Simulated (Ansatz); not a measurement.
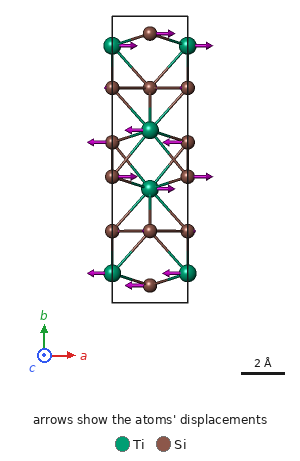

The lowest optical mode of solid TiSi₂, space group Cmcm (No. 63), at the zone centre. The purple arrows are the displacements of the atoms (eigenvector over the root of the mass), of arbitrary overall length and sign. A ball-and-stick model of the conventional cell (2 times the calculation's cell), seen along the c axis. Lengths and directions refer to the drawn axes.

Theory: Ansatz 0.2.0, DFT PBEsol, scalar-relativistic, plane waves, PAW. Settings: plane-wave cutoff 420 eV; k-point mesh 14 × 14 × 14; occupations gaussian; smearing width 0.15 eV; no spin polarisation.

Is the structure stable against all modes at this point?

Answer. Yes: this softest mode has a real frequency, and so have all others here. That speaks for this wave vector alone: the rest of the zone wasn't checked in this run. This is the B₁g mode at 5.90 THz, the lowest optical level, Raman-active by symmetry. All motion is along a; atoms of one kind move against one another, with no net shift of any sublattice; the kinetic energy is shared as Ti 59 %, Si 41 %.
